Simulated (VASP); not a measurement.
```
Cu Al
1.0
     0.00000    0.00000    4.87700
    -3.03350    3.03350    2.43850
    -3.03350   -3.03350    2.43850
Cu Al
2 4
Direct
  0.25217 0.00391 0.00154
  0.73336 0.00471 0.00792
  0.16392 0.18324 0.50886
  0.34759 0.50142 0.79665
  0.82981 0.81979 0.50340
  0.66648 0.49388 0.17350
```

Space group P1; changed on purpose from its base cell (atoms moved at random by about 0.05 A); not relaxed (largest force 0.7 eV/Å).

All numbers below come from Kohn-Sham DFT of a periodic cell, PBE, VASP PAW PBE potentials, recommended (VASP 6.6.1).

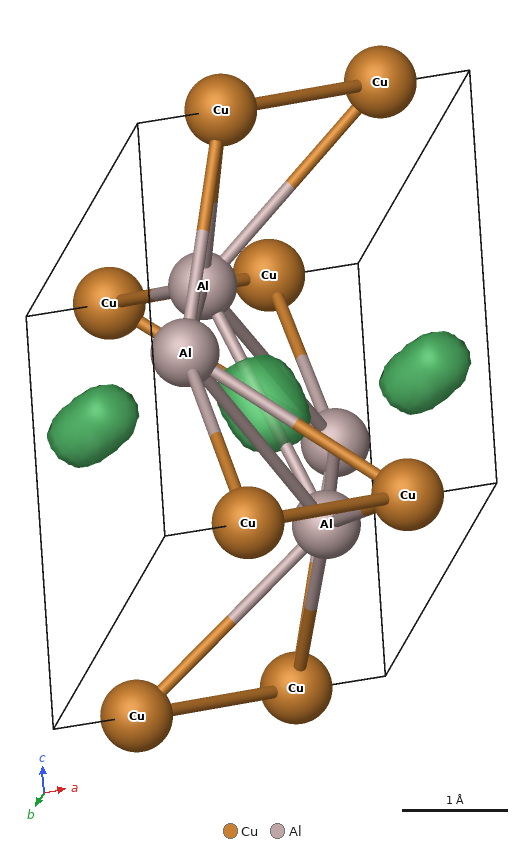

Al2Cu. Isosurface of the electron localisation function at 0.8 (green), seen at an oblique angle. Core shells and regions of very low density are left out. Sticks mark near contacts.

Core electrons are frozen (PAW), and the valence fields are smoothed inside the atomic spheres.

Q: Identify the bonds, lone pairs and shells in this picture.

A: The ELF exceeds this value in two regions between bonded Al–Al atoms (shared pairs), counted in one cell of 6 atoms. Any copies at cell faces, edges or corners count once. Along the contacts the grid gives the following. Cu–Cu (2.36 Å): the ELF is about 0.25 at the midpoint (no shared electron pair shows on this line). Al–Cu (2.54 Å): the ELF is about 0.50 at the midpoint.
